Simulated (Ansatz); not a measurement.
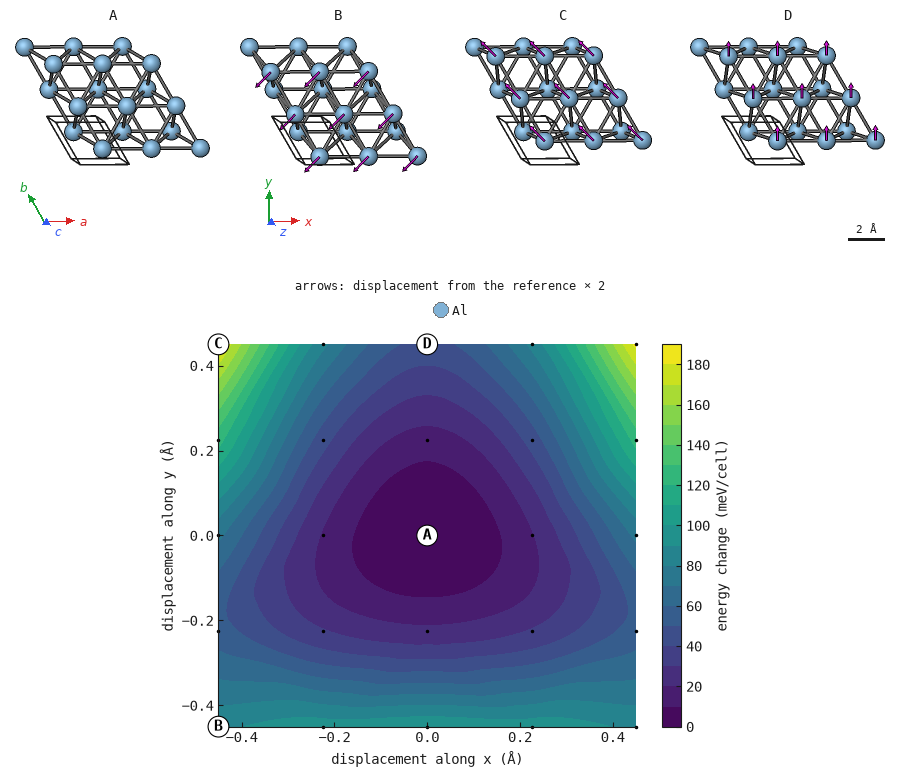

Energy scan for a crystal of Al (P6_3/mmc), in which an Al atom (one in each cell of 2 atoms) is moved over the plane of the Cartesian directions x and y, all else fixed. The map is interpolated between the computed points (dots). The lettered frames are marked on it. A ball-and-stick model of the cell of the calculation, repeated 3 × 3 × 1 with one cell outlined, seen nearly along the normal of the scanned plane. Purple arrows: displacements from the reference.

The calculation used DFT PBEsol, scalar-relativistic, plane waves, PAW in Ansatz 0.2.0. Set-up: plane-wave cutoff 420 eV; k-point mesh 18 × 18 × 10; occupations gaussian; smearing width 0.15 eV; no spin polarisation. Energies (free energies at the smearing named) are counted from the cell as listed in its source, which wasn't relaxed.

Describe the energy landscape.

In pairs of (displacement along x (Å); displacement along y (Å)): the lowest computed point lies at (0.000, 0.000) (0.0 meV/cell), the highest at (−0.450, 0.450), (0.450, 0.450) (182.4 meV/cell). The frames lie at A (0.000, 0.000): 0.0 meV/cell, B (−0.450, −0.450): 87.5 meV/cell, C (−0.450, 0.450): 182.4 meV/cell, D (0.000, 0.450): 46.9 meV/cell.
